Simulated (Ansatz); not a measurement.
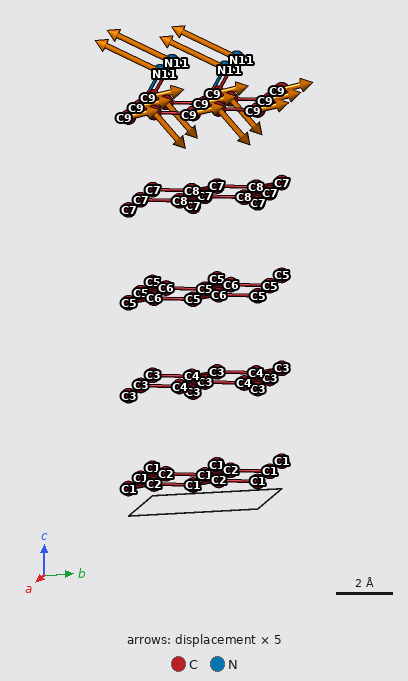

This is a constrained relaxation of a slab of composition C10N (cut from the P6_3/mmc phase). The starting structure is drawn; orange arrows show the displacements, 5 times their true length.

Style: ball-and-stick. Shown: the 2 × 2 repeat of the cell, outlined in the plane, without the vacuum, slightly off an axis.

Case: N put at a bridge C-C site. The slab is the (0 0 1) face of C with N on it. 4 atoms are held fixed.

Theory: Ansatz, DFT PBE+D3(BJ), scalar-relativistic, plane waves, PAW.

Input file:
```yaml
crystal:
  lattice:
    - [2.4649634496, 0.0, 0.0]
    - [-1.2324817248, 2.1347209667, 0.0]
    - [0.0, 0.0, 32.4810787455]
  atoms:
    - { symbol: C, position: [0.0, 0.0, 0.2616908208] }
    - { symbol: C, position: [0.6666666667, 0.3333333333, 0.2616908159] }
    - { symbol: C, position: [0.0, 0.0, 0.3654518342] }
    - { symbol: C, position: [0.3333333333, 0.6666666667, 0.3654518293] }
    - { symbol: C, position: [0.0, 0.0, 0.4692128476] }
    - { symbol: C, position: [0.6666666667, 0.3333333333, 0.4692128427] }
    - { symbol: C, position: [0.0, 0.0, 0.572973861] }
    - { symbol: C, position: [0.3333333333, 0.6666666667, 0.5729738562] }
    - { symbol: C, position: [0.0, 0.0, 0.6767348744] }
    - { symbol: C, position: [0.6666666667, 0.3333333333, 0.6767348696] }
    - { symbol: "N", position: [0.1666666667, 0.3333333333, 0.7167581757] }
basis:
  ecutwfc: 420
kpoints:
  mp_grid: { grid: [12, 12, 1] }
hamiltonian:
  xc: pbe
  dispersion: d3bj
scf:
  occupations: { method: gaussian, width: 0.1 }
output:
  forces: true
  eigenvalues: true
relax:
  adjacent_minimum: "off"
  f_tol: 0.03
  max_steps: 70
  constraints: [{ sites: [0, 1, 2, 3] }]
efield:
  axis: 3
  dipole_correction: true
```

Question: Describe the change and its energy.

Answer: After 6 accepted moves (7 points after the start) the energy has fallen by 1.190 eV per cell of the calculation. Largest force component: 3.5 eV/Å at the start, 0.01 eV/Å at the end. The line search rejected the trial step at point 4 of the run. N11 moves most: 0.53 Å at 66° to the normal (+c side). Largest moves by element: N 0.53 Å, C 0.35 Å. The cell doesn't change. Near-neighbour distances that change, for instance: C10–N11 1.791 → 2.276 Å, C9–C10 1.423 → 1.459 Å, C9–N11 1.482 → 1.455 Å. Bond angles that change, for instance: C10–C9–N11 76.1° → 102.7°, C10–C9–N11 118.7° → 102.7°, C10–C9–C10 120.0° → 115.3°. The run may lie on a higher electronic state than the lowest, so the end point isn't shown to be the ground-state structure.

Limits of the set-up: the cell has an odd number of electrons but was run without spin polarisation; the periodic images lie only 2.5 Å apart, so the values are limited by the cell's size.
